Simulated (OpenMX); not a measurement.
**Energy of BAs along an even scaling of the cell**

System: BAs (F-43m, 2 atoms in the cell).
Method: Kohn-Sham DFT of a periodic cell, PBE, OpenMX 2013 PBE set, no spin polarisation (OpenMX 3.8.5).

The 7 runs differ only in the geometry, by an even scaling of the cell at fixed fractional positions. The structure derives from an entry of the Crystallography Open Database.

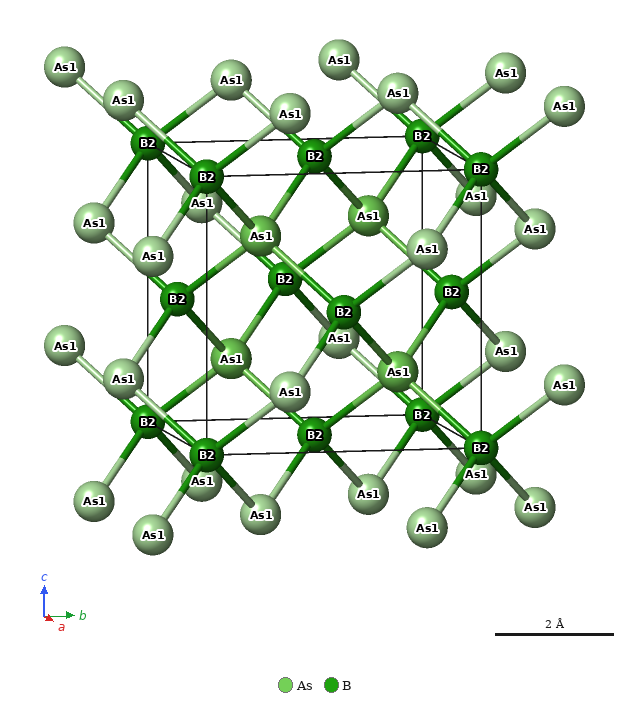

Figure 1. The structure of run 4 (ball-and-stick view of the cell 4 times as large as that of the calculation, set on its symmetry axes, seen slightly off an axis; neighbours outside the cell are drawn fainter; atoms are numbered from 1 in the order of the input).

### Input of run 4
```
System.CurrrentDirectory             ./
System.Name                          BAs
DATA.PATH                            ./DFT_DATA13
level.of.stdout                      1
level.of.fileout                     0
Species.Number                       2
<Definition.of.Atomic.Species
  As  As7.0-s3p2d2           As_PBE13
  B   B7.0-s2p2d1            B_PBE13
Definition.of.Atomic.Species>

Atoms.Number                         2
Atoms.SpeciesAndCoordinates.Unit     FRAC
<Atoms.SpeciesAndCoordinates
    1  As    0.7500000000    0.7500000000    0.7500000000   7.500  7.500
    2  B     0.0000000000    0.0000000000    0.0000000000   1.500  1.500
Atoms.SpeciesAndCoordinates>

Atoms.UnitVectors.Unit               Ang
<Atoms.UnitVectors
     0.0000000000    2.3885000000    2.3885000000
     2.3885000000    0.0000000000    2.3885000000
     2.3885000000    2.3885000000    0.0000000000
Atoms.UnitVectors>

scf.XcType                           GGA-PBE
scf.SpinPolarization                 off
scf.ElectronicTemperature            580.226
scf.energycutoff                     500.0
scf.maxIter                          100
scf.EigenvalueSolver                 band
scf.Kgrid                            11 11 11
scf.Mixing.Type                      rmm-diisk
scf.Init.Mixing.Weight               0.05
scf.Min.Mixing.Weight                0.001
scf.Max.Mixing.Weight                0.3
scf.Mixing.History                   25
scf.Mixing.StartPulay                8
scf.criterion                        1.0e-8
scf.stress.tensor                    on
MD.Type                              nomd
```

Command:
```bash
openmx BAs.dat -nt 1 > BAs.std
```

Lattice vectors (Å) and fractional positions of run 4:
```
   0.000000    2.388500    2.388500
   2.388500    0.000000    2.388500
   2.388500    2.388500    0.000000
As  0.750000  0.750000  0.750000
B   0.000000  0.000000  0.000000
```

Run 2 has the same physical settings and fractional positions; its lattice vectors (Å) are:
```
   0.000000    2.356219    2.356219
   2.356219    0.000000    2.356219
   2.356219    2.356219    0.000000
```

### Results, with one run withheld

| run | volume per atom (Å³) | free energy per atom, from the lowest run given (meV) | gap on the mesh (eV) |
| --- | --- | --- | --- |
| 1 | 12.809 | 41.65 | 1.20 |
| 2 | 13.081 | ? | ? |
| 3 | 13.354 | 9.72 | 1.24 |
| 4 | 13.626 | 2.40 | 1.26 |
| 5 | 13.899 | 0.00 | 1.27 |
| 6 | 14.171 | 1.69 | 1.29 |
| 7 | 14.444 | 7.70 | 1.31 |

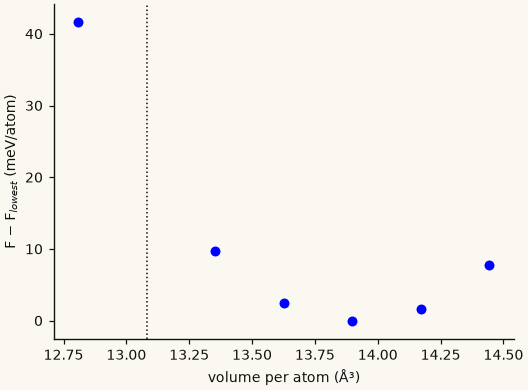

Figure 2. Free energy per atom of the runs given; the dotted line marks run 2.

Estimate the energy of run 2 from the others.

A cubic polynomial in V^(−2/3) (the Birch–Murnaghan form), fitted to the 6 runs given, misses them by at most 0.12 meV per atom. With x = V^(−2/3) − 0.17466 Å⁻², it reads F = 1.253 + 1528.9 x + 4.3252e+05 x² + 8.4071e+05 x³ (meV per atom). At run 2 it gives 22.66 meV per atom, and the run itself gives 22.88. The fit has its minimum at 13.911 Å³ per atom, where V d²F/dV² gives 131 GPa: the bulk modulus at this level, since symmetry fixes the shape and the positions. The gap on the mesh goes, without turning, from 1.20 eV in run 1 to 1.31 eV in run 7; run 2 has 1.22 eV. These are gaps of this functional on this mesh, which can miss the band edges; they aren't the measured gap.

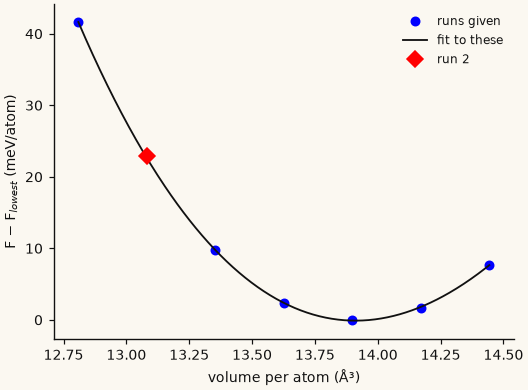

Figure 3. The fit and the withheld run.

### Some lines of the output (run 2)
```
[...]
  Cell_Volume =    176.552337909785 (Bohr^3)
        Total energy (Hartree) at MD = 1
   kloop=0
   kloop=1
   kloop=665
```

Notes: Points of doubt noted for this run: few d functions beyond semicore. With a small basis of atomic orbitals these values can differ much from converged plane-wave results.
